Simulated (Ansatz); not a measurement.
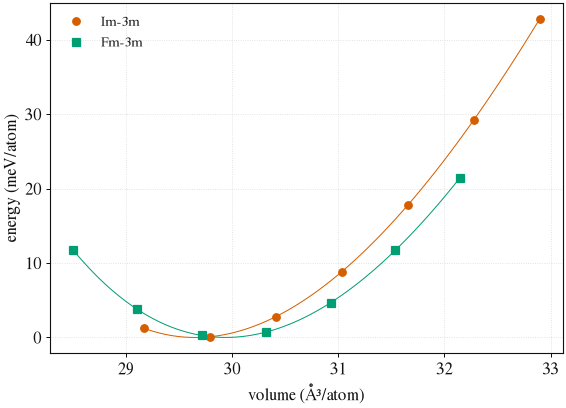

The plot gives the computed energy against volume, with one curve for each structure, for Pb. Each energy curve has its own zero, so the curves don't rank the structures.

Calculation (Ansatz 0.2.0): all-electron LAPW DFT, no spin polarisation; energies at scaled volumes of the given cell, shape and fractions fixed, counted from the fit's minimum, third-order Birch-Murnaghan fit. Level: PBEsol.

k mesh 9×9×9; occupations Fermi–Dirac; smearing width 0.05 eV; potentials all electron LAPW, scalar relativistic.

The numbers behind the figure:

Im-3m:
| volume (Å³/atom) | energy (meV/atom) |
| --- | --- |
| 29.17 | 1.24 |
| 29.79 | 0.11 |
| 30.41 | 2.80 |
| 31.03 | 8.84 |
| 31.65 | 17.78 |
| 32.27 | 29.19 |
| 32.90 | 42.77 |

Fm-3m:
| volume (Å³/atom) | energy (meV/atom) |
| --- | --- |
| 28.50 | 11.74 |
| 29.11 | 3.76 |
| 29.72 | 0.26 |
| 30.32 | 0.73 |
| 30.93 | 4.69 |
| 31.54 | 11.70 |
| 32.14 | 21.39 |

Keep in mind: spin-orbit coupling left out, heavy elements.
